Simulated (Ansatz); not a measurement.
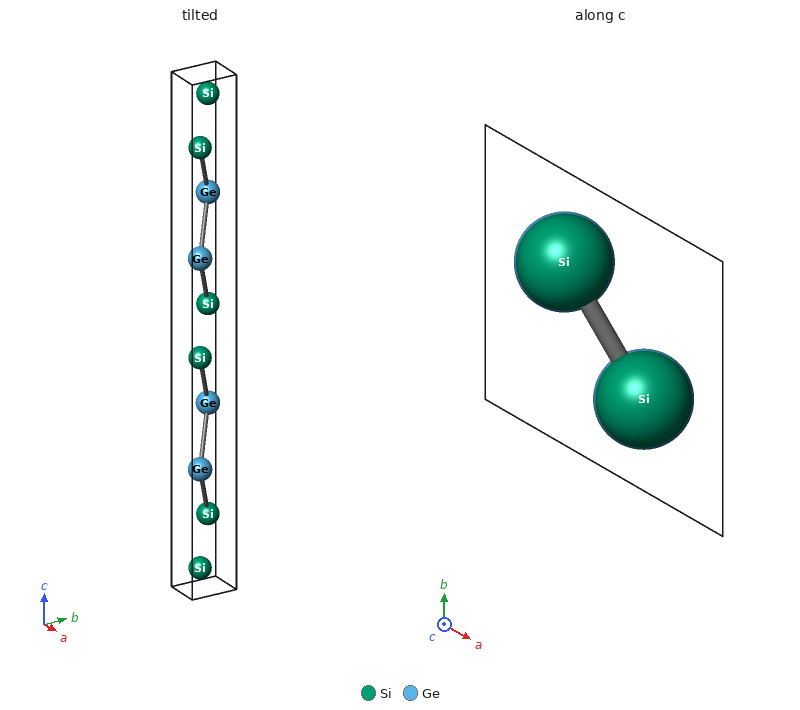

Ball-and-stick representation of a periodic structure, projected slightly off an axis and along the c axis. One conventional unit cell is framed, with atoms on its boundary repeated. Cell: a = 2.89 Å, b = 2.89 Å, c = 22.94 Å, α = 90.00°, β = 90.00°, γ = 120.00°.

It derives from a structure type filled with these elements by a generator (whether the compound takes this form wasn't checked). Earlier steps of the study, as a rule a relaxation of our own, may have changed the cell and positions, so they can lie some per cent off the listed ones. Ansatz was used for an electronic-structure calculation on it.

### What can be read from this drawing?

The solid is Si$_{3}$Ge$_{2}$. The lattice is primitive hexagonal and the space group P-3m1 (No. 164). The cell comprises 2 formula units: 6 Si, 4 Ge. Ge is linked to nine Ge and three Si in a distorted anticuboctahedral arrangement (about 2.9 to 3.1 Å to Ge, 2.9 Å to Si). The bonds build SiGe layers parallel to (001); some Si atoms stand without bonds in the drawing.

Theory: DFT PBE, scalar-relativistic, plane waves, PAW in Ansatz. Numerical settings: wavefunction cutoff 420 eV, a 12×12×2 k-point mesh, Gaussian smearing of 0.1 eV, no spin polarisation.

### Predict the gap.

A metal: bands cross the Fermi level.

### What does a Bader analysis give?

Si -0.02 e; Ge +0.03 e.

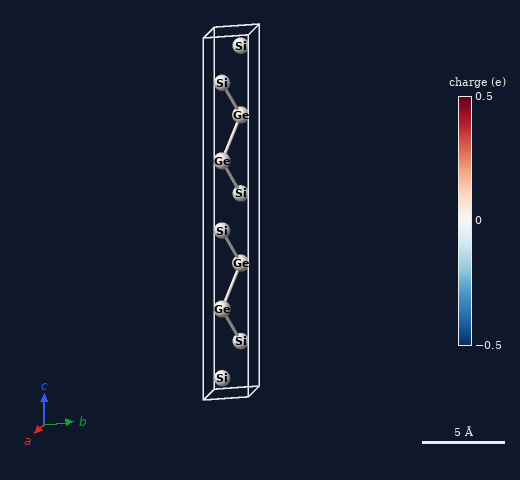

The atoms coloured by those charges. The run's cell of 10 atoms is drawn.

### Are forces and stress small enough to call this relaxed?

Yes. All forces vanish to within 0.01 eV/Å. The pressure is 0.0 GPa, close to zero.
